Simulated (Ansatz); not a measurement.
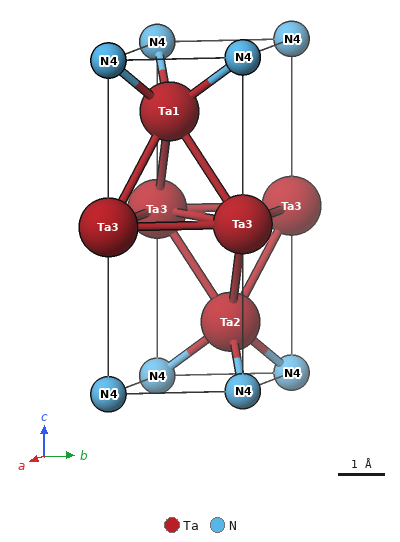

Fig. 1: The structure as given in the input (ball-and-stick view of the cell of the calculation, seen slightly off an axis; atoms are numbered from 1 in the order of the input). An atom can appear more than once, as a periodic image.

# Ta3N: a changed input and its effect

System: Ta3N (P-3m1, 4 atoms in the cell).
Method of run 1: Kohn-Sham DFT of a periodic cell, r2SCAN, Ansatz PAW, no spin polarisation (Ansatz 0.2.0).

The structure derives from a Materials Project entry. Text and figures count atoms from 1; the logs count them from 0 in places.

Input, run 1:
```yaml
crystal:
  lattice:
    - [2.9912429644, 0.0, 0.0]
    - [-1.4956214823, 2.5904923961, 0.0]
    - [0.0, 0.0, 7.4224470073]
  atoms:
    - { symbol: Ta, position: [0.6666666667, 0.3333333333, 0.82607] }
    - { symbol: Ta, position: [0.3333333333, 0.6666666667, 0.17393] }
    - { symbol: Ta, position: [0.0, 0.0, 0.5] }
    - { symbol: "N", position: [0.0, 0.0, 0.0] }
hamiltonian:
  xc: r2scan
  pseudopotentials: { kind: paw }
kpoints:
  mp_grid: { grid: [10, 10, 4] }
scf:
  occupations: { method: fermi_dirac, width: 0.05 }
output:
  forces: true
  stress: true
  eigenvalues: true
  write_density: true
  write_potential: true
  elf: true
  volumetric_format: npy
```

Launched with:
```bash
ansatz run input.yaml --threads 2 --pin off --max-ram 5632MiB --backend cpu --events-out ev --progress --plain --runs-dir out
```

Hardware: 2 threads of Arm Neoverse V2, 24 GiB of memory available, shared host.

Output, shortened to warnings, some set-up lines, iterations and results (run 1):
```
Basis set: ecut = 500 eV, 1515 PW (Γ), exchange–correlation on 96×96×240 points (64 copies of the dense FFT grid, shifted against one another)
Symmetry: 12 space group operations
k-points: 50 of 400
Initial density: superposition of atomic densities (neutral atoms: chi_scale 0, normalization atom), corrected by the library's trained network
[...]
SCF iter   1: F=—  HF=-30219.791448 eV  |F-HF|=—  |Δ(HF+E_count)|=         —  Δρ=1.09e-2  dr2=6.98e-2  dr2_τ=1.94e-1  ethr=1.77e-3  ⟨swp⟩=5.9  Hψ=5892  notcnv=0
SCF iter   2: F=—  HF=-30219.904200 eV  |F-HF|=—  |Δ(HF+E_count)|=   1.13e-1  Δρ=7.56e-3  dr2=2.52e-2  dr2_τ=1.41e-3  ethr=1.59e-4  ⟨swp⟩=2.0  Hψ=2500  notcnv=0
SCF iter   3: F=—  HF=-30219.906978 eV  |F-HF|=—  |Δ(HF+E_count)|=   2.78e-3  Δρ=3.23e-3  dr2=6.13e-3  dr2_τ=1.29e-3  ethr=5.72e-5  ⟨swp⟩=2.0  Hψ=2087  notcnv=0
SCF iter   4: F=—  HF=-30219.906294 eV  |F-HF|=—  |Δ(HF+E_count)|=   6.85e-4  Δρ=8.62e-4  dr2=7.67e-4  dr2_τ=6.48e-5  ethr=1.39e-5  ⟨swp⟩=2.0  Hψ=1729  notcnv=0
SCF iter   5: F=—  HF=-30219.906321 eV  |F-HF|=—  |Δ(HF+E_count)|=   2.78e-5  Δρ=3.33e-4  dr2=1.02e-4  dr2_τ=3.25e-6  ethr=1.74e-6  ⟨swp⟩=2.2  Hψ=1766  notcnv=0
SCF iter   6: F=—  HF=-30219.906324 eV  |F-HF|=—  |Δ(HF+E_count)|=   2.23e-6  Δρ=6.01e-5  dr2=6.69e-6  dr2_τ=1.19e-7  ethr=2.31e-7  ⟨swp⟩=2.0  Hψ=1837  notcnv=0
SCF iter   7: F=—  HF=-30219.906327 eV  |F-HF|=—  |Δ(HF+E_count)|=   3.75e-6  Δρ=2.83e-5  dr2=4.75e-7  dr2_τ=3.10e-8  ethr=1.52e-8  ⟨swp⟩=2.0  Hψ=1798  notcnv=0
SCF iter   8: F=-30219.906327 eV  HF=-30219.906327 eV  |F-HF|=3.15e-8  |Δ(HF+E_count)|=   6.78e-9  Δρ=5.03e-6  dr2=3.78e-8  dr2_τ=3.00e-9  ethr=2.27e-10  ⟨swp⟩=10.2  Hψ=9914  …
SCF 1 converged in 8 iterations: F = -30219.906327 eV  dr2 = 3.78e-8
SCF converged after 8 iterations
Free energy (F): -30219.906327 eV
Harris-Foulkes:  -30219.906327 eV  (|F-HF|=3.15e-8)
Internal energy: -30219.884645 eV  (E = F + TS)
E sigma→0 (E₀):  -30219.895486 eV
Entropy (-TS):   -0.021682 eV (-5.421 meV/atom)
Fermi energy:    19.702617 eV
--- Per-component energies (eV) ---
  E_band       = -304.836901
  E_kinetic    = 1238.154184
  E_local      = -1822.410848  (includes V_loc(G=0)·N_el)
  E_nonlocal   = 88.787351
  E_hartree    = 643.744318
  E_xc         = -675.281296
  E_vxc        = -753.406569  (∫ρ·V_xc dr)
  E_paw        = -25398.337255  (= ΣΔE_a)
  E_vpaw       = -381.640826  (= ΣTr[D̂ρ^β])
  E_aug_tail   = 0.000286  (compensation charges beyond the density's cutoff)
  E_vtau       = 38.188121  (kinetic-family band-sum trace: ∫τ·v_τ [+ j·A + Jᵃ·Aᵃ] dr)
  E_ewald      = -4292.242980
  E_core_change = -2.298405  (= ΣΔE_core)
  E_smearing   = -0.021682  (= −TS)
  E_closure    = -0.000000  (closes the sum)
  Σ components = -30219.906327   (vs F -30219.906327, Δ=0.00e0)
--- Forces (eV/Å), atoms counted from 1 ---
  atom   1  Ta     0.00000000    -0.00000000    -0.19077186
  atom   2  Ta    -0.00000000     0.00000000     0.19077186
  atom   3  Ta     0.00000000     0.00000000     0.00000000
  atom   4  N     -0.00000000    -0.00000000     0.00000000
  max |Σ_I F_I| component: 6.48e-17 eV/Å
--- Stress (GPa, compression-positive) ---
        6.075948      -0.000000      -0.000000
       -0.000000       6.075948      -0.000000
       -0.000000      -0.000000       8.728846
  P = ⅓ Tr σ = 6.9602 GPa (69.602 kbar)
```

The input of run 2 differs as follows (lines with − go, lines with + come):
```diff
-    - [2.9912429644, 0.0, 0.0]
-    - [-1.4956214823, 2.5904923961, 0.0]
-    - [0.0, 0.0, 7.4224470073]
+    - [3.0523055267, 0.0, 0.0]
+    - [-1.5261527634, 2.6433741262, 0.0]
+    - [0.0, 0.0, 7.573967174]
```

What does this change do to the results?

With the same functional and potentials, run 2 lies 7.0 meV per atom higher. The pressure goes from 6.96 to −8.66 GPa. The volume per atom goes from 14.38 to 15.28 Å³. The cell is scaled evenly with the atoms at fixed fractional positions, so −ΔP/Δ ln V estimates the bulk modulus midway between the two volumes: about 260 GPa. The number of SCF iterations is the same. The plane waves at Γ go from 1515 to 1563.

Output, shortened to warnings, some set-up lines, iterations and results (run 2):
```
Basis set: ecut = 500 eV, 1563 PW (Γ), exchange–correlation on 96×96×240 points (64 copies of the dense FFT grid, shifted against one another)
Symmetry: 12 space group operations
k-points: 50 of 400
Initial density: superposition of atomic densities (neutral atoms: chi_scale 0, normalization atom), corrected by the library's trained network
[...]
SCF iter   1: F=—  HF=-30219.784903 eV  |F-HF|=—  |Δ(HF+E_count)|=         —  Δρ=1.10e-2  dr2=9.59e-2  dr2_τ=1.65e-1  ethr=1.77e-3  ⟨swp⟩=5.9  Hψ=5857  notcnv=0
SCF iter   2: F=—  HF=-30219.875539 eV  |F-HF|=—  |Δ(HF+E_count)|=   9.06e-2  Δρ=7.27e-3  dr2=2.45e-2  dr2_τ=1.81e-3  ethr=2.18e-4  ⟨swp⟩=2.0  Hψ=2500  notcnv=0
SCF iter   3: F=—  HF=-30219.878185 eV  |F-HF|=—  |Δ(HF+E_count)|=   2.65e-3  Δρ=2.89e-3  dr2=4.65e-3  dr2_τ=9.16e-4  ethr=5.57e-5  ⟨swp⟩=2.0  Hψ=2075  notcnv=0
SCF iter   4: F=—  HF=-30219.878213 eV  |F-HF|=—  |Δ(HF+E_count)|=   2.80e-5  Δρ=1.05e-3  dr2=1.08e-3  dr2_τ=1.84e-4  ethr=1.06e-5  ⟨swp⟩=2.0  Hψ=1821  notcnv=0
SCF iter   5: F=—  HF=-30219.878170 eV  |F-HF|=—  |Δ(HF+E_count)|=   4.36e-5  Δρ=3.72e-4  dr2=1.90e-4  dr2_τ=2.81e-6  ethr=2.46e-6  ⟨swp⟩=2.0  Hψ=1571  notcnv=0
SCF iter   6: F=—  HF=-30219.878168 eV  |F-HF|=—  |Δ(HF+E_count)|=   1.32e-6  Δρ=9.53e-5  dr2=1.04e-5  dr2_τ=1.51e-7  ethr=4.31e-7  ⟨swp⟩=2.0  Hψ=1734  notcnv=0
SCF iter   7: F=—  HF=-30219.878170 eV  |F-HF|=—  |Δ(HF+E_count)|=   1.75e-6  Δρ=1.64e-5  dr2=4.60e-7  dr2_τ=2.92e-8  ethr=2.36e-8  ⟨swp⟩=2.0  Hψ=1850  notcnv=0
SCF iter   8: F=-30219.878170 eV  HF=-30219.878170 eV  |F-HF|=9.30e-9  |Δ(HF+E_count)|=   2.31e-9  Δρ=5.33e-6  dr2=2.09e-8  dr2_τ=1.62e-9  ethr=2.27e-10  ⟨swp⟩=10.1  Hψ=9767  …
SCF 1 converged in 8 iterations: F = -30219.878170 eV  dr2 = 2.09e-8
SCF converged after 8 iterations
Free energy (F): -30219.878170 eV
Harris-Foulkes:  -30219.878170 eV  (|F-HF|=9.30e-9)
Internal energy: -30219.855156 eV  (E = F + TS)
E sigma→0 (E₀):  -30219.866663 eV
Entropy (-TS):   -0.023014 eV (-5.754 meV/atom)
Fermi energy:    18.414627 eV
--- Per-component energies (eV) ---
  E_band       = -361.036429
  E_kinetic    = 1228.691883
  E_local      = -1929.373659  (includes V_loc(G=0)·N_el)
  E_nonlocal   = 86.580098
  E_hartree    = 671.905937
  E_xc         = -672.215264
  E_vxc        = -748.994735  (∫ρ·V_xc dr)
  E_paw        = -25396.771019  (= ΣΔE_a)
  E_vpaw       = -379.694169  (= ΣTr[D̂ρ^β])
  E_aug_tail   = 0.000259  (compensation charges beyond the density's cutoff)
  E_vtau       = 37.942828  (kinetic-family band-sum trace: ∫τ·v_τ [+ j·A + Jᵃ·Aᵃ] dr)
  E_ewald      = -4206.374986
  E_core_change = -2.298405  (= ΣΔE_core)
  E_smearing   = -0.023014  (= −TS)
  E_closure    = -0.000000  (closes the sum)
  Σ components = -30219.878170   (vs F -30219.878170, Δ=0.00e0)
--- Forces (eV/Å), atoms counted from 1 ---
  atom   1  Ta     0.00000000     0.00000000     0.18419747
  atom   2  Ta    -0.00000000    -0.00000000    -0.18419747
  atom   3  Ta     0.00000000    -0.00000000     0.00000000
  atom   4  N     -0.00000000     0.00000000     0.00000000
  max |Σ_I F_I| component: 4.69e-29 eV/Å
--- Stress (GPa, compression-positive) ---
       -9.346725       0.000000       0.000000
        0.000000      -9.346725       0.000000
        0.000000       0.000000      -7.280734
  P = ⅓ Tr σ = -8.6581 GPa (-86.581 kbar)
```

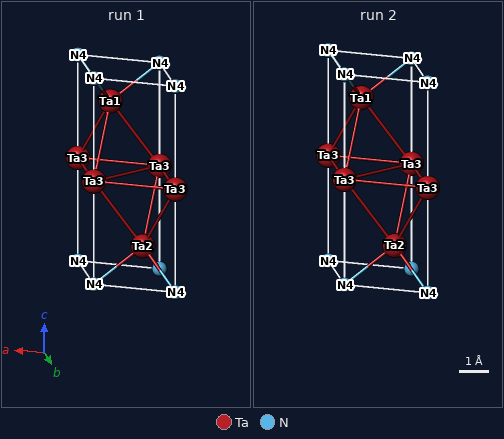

Fig. 2: The two input geometries at one scale (ball-and-stick view of the cell of the calculation, seen at an oblique angle). No atom moves by more than 0.005 Å relative to the cell. Cell: a = b 2.991 → 3.052 Å (+2.0 %), c 7.422 → 7.574 Å (+2.0 %). Volume +6.2 %. Among the contacts that change: Ta1–Ta2 3.106 → 3.170 Å, Ta1–Ta1 2.991 → 3.052 Å, Ta1–Ta3 2.973 → 3.034 Å, Ta1–N4 2.156 → 2.200 Å.

The two runs side by side:

| quantity | run 1 | run 2 |
| --- | --- | --- |
| outcome | converged | converged |
| free energy per atom (eV) | −7554.9766 | −7554.9695 |
| energy per atom, smearing taken to zero (eV) | −7554.9739 | −7554.9667 |
| gap on the mesh (eV) | 0.00 | 0.00 |
| pressure (GPa) | 6.96 | −8.66 |
| volume per atom (Å³) | 14.38 | 15.28 |
| largest force (eV/Å) | 0.191 | 0.184 |
| SCF iterations | 8 | 8 |
| irreducible k-points | 50 | 50 |
| plane waves at Γ | 1515 | 1563 |
| wall time (shared host) | 5.8 s | 5.9 s |

For both runs: Spin–orbit coupling is left out, which matters for Ta. For run 1: The cell is under a pressure of 7.0 GPa at this level, so it is not at its equilibrium volume. For run 2: The cell is under a tension of 8.7 GPa at this level, so it is not at its equilibrium volume.
